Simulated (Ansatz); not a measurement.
**Run report: Ga2O3, geometry relaxation (part 2 of 2)**

The same run, continued: Ga2O3 (P1, 10 atoms in the cell); DFT r2SCAN, scalar-relativistic, plane waves, PAW, no spin polarisation (Ansatz 0.2.0); cutoff 500 eV, 6×6×6 k-mesh, Gaussian smearing of 0.05 eV. The structure derives from an entry of the Crystallography Open Database. It belongs to a series of runs on one base structure; here: all O atoms moved 0.2 A in one direction; relaxed back.

Geometry of the input (Å; fractional positions):
```
2.4923  1.4389  4.4807
-2.4923  1.4389  4.4807
0.0000  -2.8779  4.4807
Ga 0.3291  0.3674  0.3539
Ga 0.1183  0.1566  0.1431
Ga 0.6183  0.6566  0.6431
Ga 0.8291  0.8674  0.8539
O  0.5712  0.9384  0.2510
O  0.2675  0.5457  0.9474
O  0.9639  0.2420  0.5546
O  0.4639  0.0457  0.7510
O  0.7675  0.4384  0.0546
O  0.0712  0.7420  0.4474
```

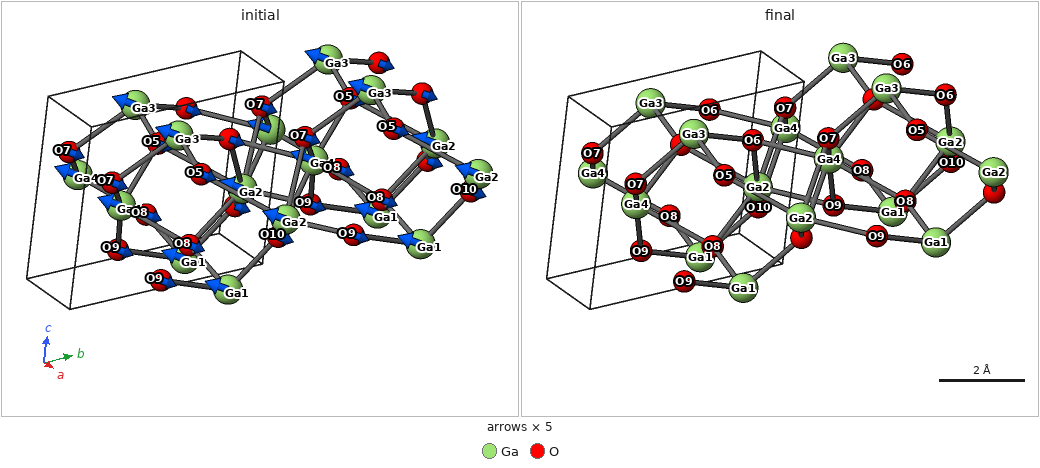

Before (left) and after (right) the relaxation, at one scale (ball-and-stick view of the reduced cell, repeated 2 × 2 × 1, seen slightly off an axis). The blue arrows give the displacements, magnified 5 times. After 3 geometry steps the energy has fallen by 78.9 meV per atom. Largest force component: 2.9 eV/Å at the start, 0.0059 eV/Å at the end. Pressure: 5.39 GPa at the start and 0.03 GPa at the end. The largest moves relative to the cell, 0.12 Å, are those of Ga1, Ga2, Ga3 and Ga4. By element the largest moves are Ga 0.12 Å, O 0.08 Å. The drawn cell changes at constant volume: a = b stay at 4.985 Å, c stays at 5.325 Å. Among the contacts that change: Ga4–O8 1.877 → 2.073 Å, Ga2–O5 2.270 → 2.074 Å, Ga4–O6 2.118 → 1.926 Å, Ga2–O9 1.734 → 1.925 Å. Among the angles that change: O5–Ga1–O10 172.6° → 161.9°, O7–Ga3–O8 151.4° → 161.8°, O7–Ga2–O8 151.5° → 161.8°. The space group (tolerance 0.01 Å) goes from P1 (No. 1) to R-3c (No. 167). A last SCF at the same geometry on a re-selected plane-wave basis shifts the energy by +0.0 meV per atom. (Atoms are counted from 1 in the order of the input.)

```
basis re-selected at this cell: Δ(F+E_penalty+E_count) = +1.451e-5 eV, ΔP = -0.008 GPa vs the last step (what re-selecting the basis moved, of the pressure what is left beyond the Pulay correction that the steps carried, after the strain that the cell walked since its last selection, with what the two solves' SCF thresholds leave and, on support functions, any second-order correction that the steps lacked; it is no measure of the basis error at this ecutwfc). This SCF's stress stands 7.06e-2 GPa from its target on what of the cell is left free (relax.cell.stress_tol is 1.00e-1 GPa) and its largest allowed force component is 5.88e-3 eV/Å (relax.f_tol is 1.00e-2 eV/Å): within both
SCF converged after 5 iterations
Free energy (F): -18577.664459 eV
Harris-Foulkes:  -18577.664459 eV  (|F-HF|=1.46e-11)
Internal energy: -18577.664459 eV  (E = F + TS)
E sigma→0 (E₀):  -18577.664459 eV
Fermi energy:    10.581637 eV
--- Per-component energies (eV) ---
  E_band       = -47.639674
  E_kinetic    = 1528.404857
  E_local      = -8527.183267  (includes V_loc(G=0)·N_el)
  E_nonlocal   = 2032.929895
  E_hartree    = 3866.160440
  E_xc         = -684.731275
  E_vxc        = -863.687885  (∫ρ·V_xc dr)
  E_paw        = -9022.265759  (= ΣΔE_a)
  E_vpaw       = -2001.570268  (= ΣTr[D̂ρ^β])
  E_aug_tail   = 0.005832  (compensation charges beyond the density's cutoff)
  E_vtau       = 51.140067  (kinetic-family band-sum trace: ∫τ·v_τ [+ j·A + Jᵃ·Aᵃ] dr)
  E_ewald      = -7768.181257
  E_core_change = -2.803925  (= ΣΔE_core)
  E_smearing   = -0.000000  (= −TS)
  E_closure    = 0.000000  (closes the sum)
  Σ components = -18577.664459   (vs F -18577.664459, Δ=0.00e0)
--- Forces (eV/Å), atoms counted from 1 ---
  atom   1  Ga     0.00419503    -0.00299066     0.00191672
  atom   2  Ga    -0.00158966     0.00372712     0.00565700
  atom   3  Ga     0.00168585    -0.00202859     0.00587874
  atom   4  Ga     0.00122928     0.00484904     0.00094155
  atom   5  O     -0.00146774    -0.00467609    -0.00325737
  atom   6  O     -0.00315048     0.00488568    -0.00289895
  atom   7  O     -0.00253420    -0.00254419    -0.00071503
  atom   8  O     -0.00367096     0.00037195    -0.00066846
  atom   9  O      0.00552308    -0.00358144    -0.00168821
  atom  10  O     -0.00024670     0.00198189    -0.00522230
  max |Σ_I F_I| component: 5.63e-5 eV/Å
--- Stress (GPa, compression-positive) ---
       -0.019549       0.004645      -0.003254
        0.004645       0.031938      -0.013527
       -0.003255      -0.013526       0.065652
  P = ⅓ Tr σ = 0.0260 GPa (0.260 kbar)
--- Band table (eV; the first three rows and the last of 112) ---
  k-point 0: bands = ["-11.1146", "-9.1473", "-9.1469", "-9.1406", "-9.1110", "-9.1109", "-4.2232", "-4.2230", "-4.1376", "-4.1374", "-4.0329", "-4.0062", "-3.9580", "-3.9578", "-3.9258", "-3.9257", "-3.8707", "-3.8706", "-3.8131", "-3.7949", "-3.7918", "-3.7916", "-3.5872", "-3.5868", "-3.0094", "-3.0087", "1.6049", "2.3098", "3.4952", "3.4967", "4.5203", "4.9140", "5.1574", "5.1594", "5.4599", "7.8009", "7.8015", "8.2474", "8.2483", "8.4897", "8.4910", "8.4922", "8.5489", "8.5492", "12.3571", "16.3386", "16.4811", "18.6021", "19.9308", "19.9352", "20.1008", "20.6263", "20.9320", "20.9344"]
  k-point 1: bands = ["-10.9911", "-9.2904", "-9.1618", "-9.1602", "-9.1156", "-9.1018", "-4.2065", "-4.2039", "-4.1279", "-4.1224", "-4.0354", "-4.0106", "-3.9528", "-3.9521", "-3.9367", "-3.9342", "-3.8819", "-3.8763", "-3.8100", "-3.7979", "-3.7902", "-3.7594", "-3.6148", "-3.5833", "-3.1195", "-3.0456", "1.7661", "2.2531", "3.1325", "4.0158", "4.1794", "4.9718", "5.4874", "5.8018", "6.0716", "7.0706", "7.6817", "7.7848", "8.0377", "8.2305", "8.2754", "8.3767", "8.6179", "8.7268", "13.1730", "16.2355", "16.8416", "18.2261", "19.0156", "19.6150", "20.6602", "20.7047", "21.4278", "21.5529"]
  k-point 2: bands = ["-10.6458", "-9.6577", "-9.1965", "-9.1921", "-9.1197", "-9.1114", "-4.1694", "-4.1547", "-4.1034", "-4.0943", "-4.0421", "-4.0197", "-3.9772", "-3.9714", "-3.9349", "-3.9327", "-3.8952", "-3.8817", "-3.8340", "-3.8007", "-3.7879", "-3.7005", "-3.6118", "-3.5610", "-3.3226", "-3.1723", "2.0674", "2.5682", "2.6224", "4.0784", "4.7604", "5.4757", "5.5944", "6.2656", "6.6377", "6.7834", "7.1306", "7.1473", "7.8159", "7.8500", "8.0688", "8.1572", "8.6041", "8.7431", "14.6859", "16.1105", "16.7924", "17.4145", "18.9386", "19.2120", "20.5522", "21.1511", "21.3720", "21.8463"]
  k-point 111: bands = ["-10.2440", "-10.2439", "-9.1324", "-9.1323", "-9.1311", "-9.1307", "-4.1373", "-4.1372", "-4.1371", "-4.1370", "-4.0952", "-4.0951", "-3.9718", "-3.9718", "-3.9717", "-3.9716", "-3.8086", "-3.8085", "-3.8084", "-3.8083", "-3.7379", "-3.7377", "-3.3918", "-3.3916", "-3.3909", "-3.3906", "2.6147", "2.6149", "4.4181", "4.4183", "4.8567", "4.8570", "4.8575", "4.8576", "6.2944", "6.2946", "7.3055", "7.3060", "7.3066", "7.3069", "8.5039", "8.5041", "8.5046", "8.5050", "15.4515", "15.4517", "17.5605", "17.5609", "19.1457", "19.1459", "21.3660", "21.3677", "21.3694", "21.3709"]
--- Relaxed structure (4 steps of the walk, 4 accepted, 1 SCFs on fresh bases) ---
  F+E_penalty+E_count = -18577.66445909 eV   max|allowed force component| = 5.884e-3 eV/Å   (the final SCF, on the basis selected at the relaxed cell)
  cell:  # Å, volume = 96.3959 Å³
    - [2.4926438817487613, 1.4390865564548854, 4.479605995646908]
    - [-2.4926543507903665, 1.4391745845762314, 4.479583549340916]
    - [7.100006852894041e-5, -2.877425589684085, 4.479326441672244]
  atoms:
    - { symbol: Ga, position: [0.35533983861827967, 0.35548656734575074, 0.3553467101237809] }
    - { symbol: Ga, position: [0.14450154395540754, 0.14452645762937036, 0.14458124667446262] }
    - { symbol: Ga, position: [0.6445383821697246, 0.6445759122483403, 0.644499986468753] }
    - { symbol: Ga, position: [0.8553746290688109, 0.8553337000967298, 0.8554772208321186] }
    - { symbol: O, position: [0.5537647275796984, 0.9464522295132517, 0.24992139662470536] }
    - { symbol: O, position: [0.25001279769183016, 0.5535389855718718, 0.9465065632071628] }
    - { symbol: O, position: [0.9464469271669136, 0.249956857765385, 0.5536077904484024] }
    - { symbol: O, position: [0.4463953964320168, 0.05360623077293081, 0.7499785728167487] }
    - { symbol: O, position: [0.7499420933774708, 0.4465398133358828, 0.05358719629766512] }
    - { symbol: O, position: [0.05368366373984729, 0.7499832453204873, 0.4464933163062006] }
```

## Trajectory as extended XYZ (Å, eV, eV/Å), 5 frames, from step=1 to step=5
```
10
Lattice="2.4923 1.4389 4.4807 -2.4923 1.4389 4.4807 0.0000 -2.8779 4.4807" Properties=species:S:1:pos:R:3:forces:R:3 step=1 energy=-18576.87596 pressure_GPa=5.39
Ga   -0.0954   -0.0163    4.7063    1.6884   0.4773   0.7093
Ga   -0.0954   -0.0163    1.8727    2.8942  -0.1473   1.0766
Ga   -0.0954   -0.0163    8.5937    1.6088   0.6431   0.8648
Ga   -0.0954   -0.0163   11.4273    1.5559   0.1855   0.9226
O    -0.9153    1.4498    7.8885   -0.7062   0.4351  -0.2290
O    -0.6932   -1.5563    7.8885   -1.1313  -0.9532  -1.0311
O     1.7992    0.1391    7.8885   -0.8359  -0.4849  -0.4628
O     1.0424   -1.4281    5.6482   -1.3436  -0.0458  -0.8380
O     0.8203    1.5780    5.6482   -2.7487  -0.1673  -1.3533
O    -1.6720   -0.1174    5.6482   -0.9817   0.0575   0.3409
10
Lattice="2.4960 1.4365 4.4916 -2.4918 1.4426 4.4873 0.0074 -2.8875 4.4921" Properties=species:S:1:pos:R:3:forces:R:3 step=2 energy=-18577.16513 pressure_GPa=2.33
Ga   -0.0745   -0.0164    4.7232    1.3762   0.4034   0.6195
Ga   -0.0746   -0.0166    1.8846    1.8527   0.0092   0.7256
Ga   -0.0694   -0.0171    8.6202    1.2355   0.3705   0.6369
Ga   -0.0695   -0.0199   11.4585    1.2765   0.1385   0.7149
O    -0.9119    1.4547    7.9049   -0.6817   0.2448  -0.1925
O    -0.7003   -1.5734    7.9007   -0.8773  -0.5572  -0.8509
O     1.7955    0.1316    7.8966   -0.6878  -0.3611  -0.2863
O     1.0390   -1.4380    5.6520   -1.0466  -0.0350  -0.5906
O     0.8007    1.5689    5.6547   -1.7109  -0.1269  -0.9554
O    -1.6768   -0.1156    5.6597   -0.7363  -0.0861   0.1789
10
Lattice="2.4812 1.4269 4.4638 -2.4819 1.4370 4.4610 0.0084 -2.8778 4.4669" Properties=species:S:1:pos:R:3:forces:R:3 step=3 energy=-18577.60434 pressure_GPa=2.64
Ga   -0.0046    0.0022    4.7334    0.1124  -0.1767   0.1658
Ga   -0.0222   -0.0075    1.8973    0.3458   0.0913   0.3799
Ga   -0.0083   -0.0143    8.5960    0.1344   0.0297   0.2622
Ga   -0.0075   -0.0190   11.4246    0.1574   0.1817   0.2922
O    -0.9456    1.4504    7.8529   -0.3217  -0.0339  -0.2722
O    -0.7543   -1.5824    7.8158    0.0429   0.0452  -0.0901
O     1.7384    0.1216    7.8331   -0.0046  -0.1372  -0.1704
O     0.9916   -1.4403    5.5937   -0.1507  -0.0330  -0.1280
O     0.7508    1.5424    5.5881   -0.2227   0.2146  -0.1841
O    -1.6998   -0.1225    5.6234   -0.0930  -0.1816  -0.2553
10
Lattice="2.4926 1.4391 4.4796 -2.4927 1.4392 4.4796 0.0001 -2.8774 4.4793" Properties=species:S:1:pos:R:3:forces:R:3 step=4 energy=-18577.66447 pressure_GPa=0.03
Ga   -0.0003    0.0005    4.7759    0.0042  -0.0030   0.0021
Ga   -0.0001   -0.0001    1.9424   -0.0015   0.0037   0.0059
Ga   -0.0001    0.0007    8.6616    0.0017  -0.0020   0.0061
Ga    0.0002    0.0004   11.4952    0.0013   0.0049   0.0012
O    -0.9788    1.4399    7.8398   -0.0014  -0.0048  -0.0033
O    -0.7565   -1.5671    7.8393   -0.0031   0.0049  -0.0029
O     1.7361    0.1288    7.8392   -0.0026  -0.0025  -0.0007
O     0.9791   -1.4385    5.5992   -0.0036   0.0003  -0.0007
O     0.7563    1.5677    5.5998    0.0056  -0.0036  -0.0016
O    -1.7356   -0.1281    5.6001   -0.0003   0.0020  -0.0053
10
Lattice="2.4926 1.4391 4.4796 -2.4927 1.4392 4.4796 0.0001 -2.8774 4.4793" Properties=species:S:1:pos:R:3:forces:R:3 step=5 energy=-18577.66446 pressure_GPa=0.03
Ga   -0.0003    0.0005    4.7759    0.0042  -0.0030   0.0019
Ga   -0.0001   -0.0001    1.9424   -0.0016   0.0037   0.0057
Ga   -0.0001    0.0007    8.6616    0.0017  -0.0020   0.0059
Ga    0.0002    0.0004   11.4952    0.0012   0.0048   0.0009
O    -0.9788    1.4399    7.8398   -0.0015  -0.0047  -0.0033
O    -0.7565   -1.5671    7.8393   -0.0032   0.0049  -0.0029
O     1.7361    0.1288    7.8392   -0.0025  -0.0025  -0.0007
O     0.9791   -1.4385    5.5992   -0.0037   0.0004  -0.0007
O     0.7563    1.5677    5.5998    0.0055  -0.0036  -0.0017
O    -1.7356   -0.1281    5.6001   -0.0002   0.0020  -0.0052
```

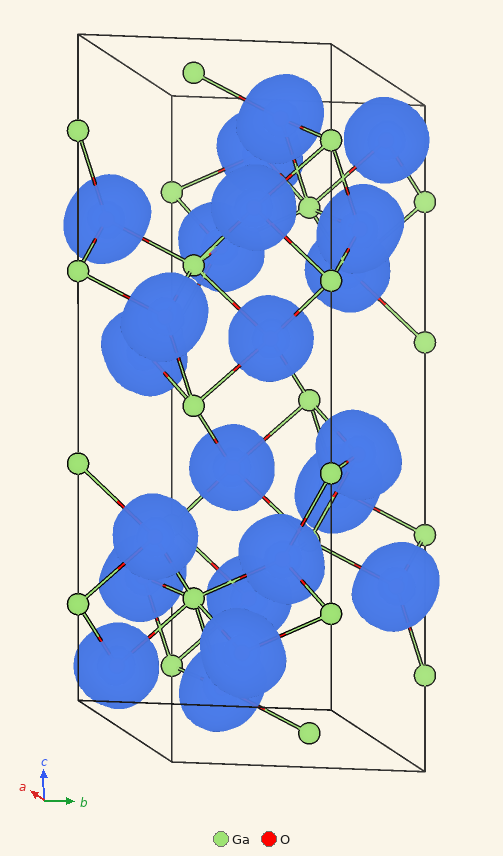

Isosurface of the electron localisation function at 0.7 (blue), seen at an oblique angle. Only the valence region is drawn (cores and ρ < 0.01 e/Å³ removed). Sticks mark near contacts. The outline is the cell set on symmetry axes. Profiles from the grid: Ga–O (1.92 Å): the ELF is about 0.35 at the midpoint. Ga–O (2.07 Å): the ELF is about 0.30 at the midpoint. Core electrons are frozen (PAW), so the fields are smoothed inside the atomic spheres.

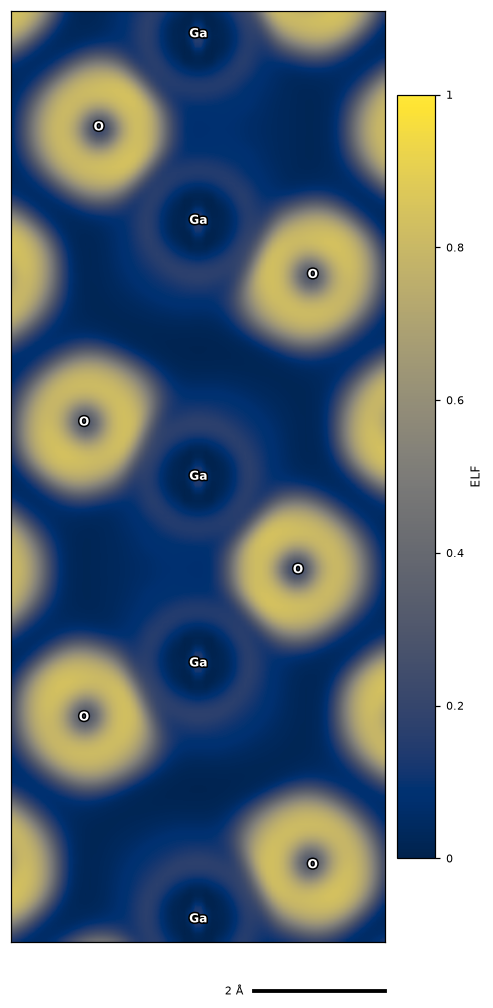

ELF on the (100) plane of the conventional cell. Ga–O (1.93 Å): the ELF is about 0.35 at the midpoint. Ga–O (2.07 Å): the ELF is about 0.30 at the midpoint.

## Summary

- outcome: converged
- space group (tolerance 0.01 Å): P1 (1) → R-3c (167)
- electrons treated: 88
- free energy: −18577.6645 eV
- Fermi energy: 10.582 eV
- gap on the k-point mesh: 3.55 eV
- pressure: 0.03 GPa
- final volume: 96.40 Å³
- largest force (length of the vector) at the end: 0.007 eV/Å
- final cell: a = 5.325 Å, b = 5.325 Å, c = 5.324 Å, α = 55.82°, β = 55.82°, γ = 55.83°
- hardware: 2 threads of Intel Xeon @ 2.70GHz, 189 GiB of memory available, shared host
- wall time: 5.4 min (CPU time 11 min)
- peak memory: 0.99 GiB
